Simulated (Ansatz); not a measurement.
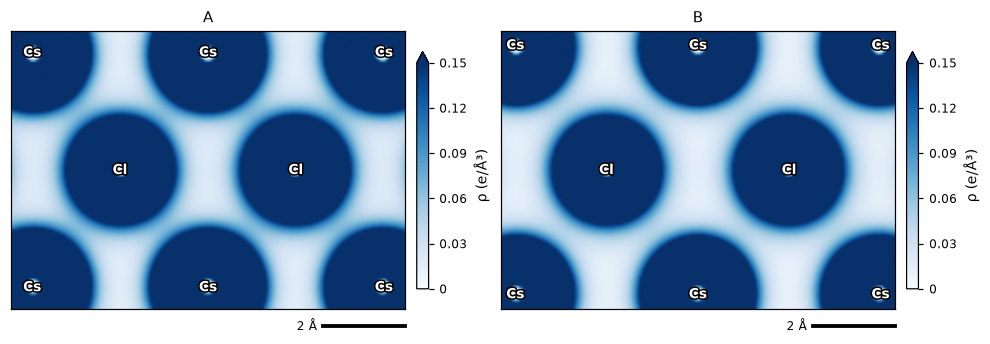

CsCl. The valence charge density (pseudo) of two cells that differ in size and shape, on the (011̄) plane of each (indices in the axes of the calculation cell), at one length scale and on one colour scale: B has 40.9 Å³ an atom and A 34.9.

Space group P4/mmm.

Method: DFT PBE, scalar-relativistic, plane waves, PAW in Ansatz 0.2.0.

The larger cell:

```
Cs Cl
1.0
     4.45284    0.00000    0.00000
     0.00000    4.45284    0.00000
     0.00000    0.00000    4.12300
Cs Cl
1 1
Direct
  0.00000 0.00000 0.00000
  0.50000 0.50000 0.50000
```

The smaller cell: a = 4.288 Å, b = 4.288 Å, c = 3.793 Å, α = 90.00°, β = 90.00°, γ = 90.00°.

> What does the compression do to the bonding and the properties?

From the larger cell to the smaller, Cs–Cl goes from 3.76 to 3.58 Å, and the density at its midpoint from 0.05 to 0.07 e/Å³; the pressure goes from −1.1 to 1.1 GPa; the Kohn–Sham gap goes from 4.4 eV to 4.8 eV.
